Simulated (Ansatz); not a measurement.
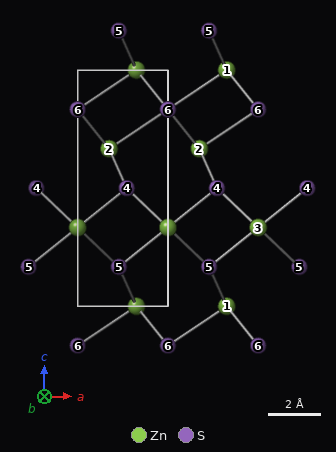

Starting structure of a crystal of ZnS (a generated structure, set up in P3_221) (coarse preliminary run). The picture is a ball-and-stick view of the cell of the calculation, repeated 2 × 1 × 1 with one cell outlined, seen along the b axis.

Case: Hg → Zn, Te → S on all its sites, cell and atoms relaxed.

All numbers below come from DFT PBE+D3(BJ), scalar-relativistic, plane waves, PAW (Ansatz).

Input
```yaml
crystal:
  lattice:
    - [4.0305977447, 0.0, 0.0]
    - [-2.0152988723, 3.4906000393, 0.0]
    - [0.0, 0.0, 9.1322912006]
  atoms:
    - { symbol: Zn, position: [0.6512493676, 0.6512493676, 0.0] }
    - { symbol: Zn, position: [0.3487506324, 0.0, 0.6666666667] }
    - { symbol: Zn, position: [0.0, 0.3487506324, 0.3333333333] }
    - { symbol: S, position: [0.5435685535, 0.5435685535, 0.5] }
    - { symbol: S, position: [0.4564314465, 0.0, 0.1666666667] }
    - { symbol: S, position: [0.0, 0.4564314465, 0.8333333333] }
basis:
  ecutwfc: 420
kpoints:
  mp_grid: { grid: [6, 6, 2] }
hamiltonian:
  xc: pbe
  dispersion: d3bj
scf:
  occupations: { method: gaussian, width: 0.1 }
output:
  forces: true
  stress: true
  eigenvalues: true
relax:
  adjacent_minimum: "off"
  f_tol: 0.05
  max_steps: 60
  cell: { stress_tol: 0.5 }
```

Run as
```bash
ansatz run input.yaml --threads 1 --pin off --max-ram 2560MiB --backend cpu --events-out ev --progress --plain --runs-dir out
```

**Where does the relaxation end?**

The energy falls by 245 meV per atom in 5 accepted moves (6 points after the start). Largest force component: 0.94 eV/Å at the start, 0.015 eV/Å at the end. Pressure: −11.21 GPa at the start and −0.03 GPa at the end. At 1 point the geometry stayed and the basis and grid were re-selected for the new cell (energy shift of 1.2 meV per atom at most each time). The largest moves relative to the cell, 0.58 Å, are those of Zn1, Zn2 and Zn3. Zn1 goes along [−1 −1 0]. Largest moves by element: Zn 0.58 Å, S 0.16 Å. The drawn cell changes as follows: a = b 4.031 → 3.756 Å (−6.8 %), c 9.132 → 8.613 Å (−5.7 %); the volume changes by −18.1 %. Among the contacts that change: Zn1–S5 2.786 → 2.360 Å, Zn1–S5 (another image) 2.452 → 2.369 Å. Among the angles between lasting bonds that change: S5–Zn1–S6 165.5° → 132.6°, S5–Zn1–S6 104.5° → 133.8°, Zn1–S5–Zn3 105.3° → 133.7°. The space group stays P3_221 (No. 154).

After the run, drawn alike:

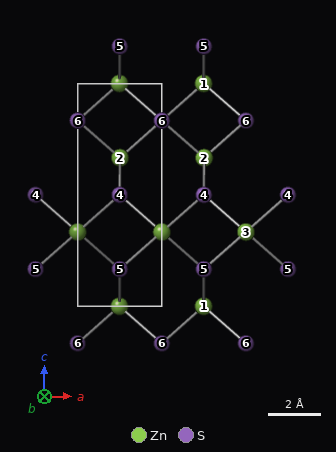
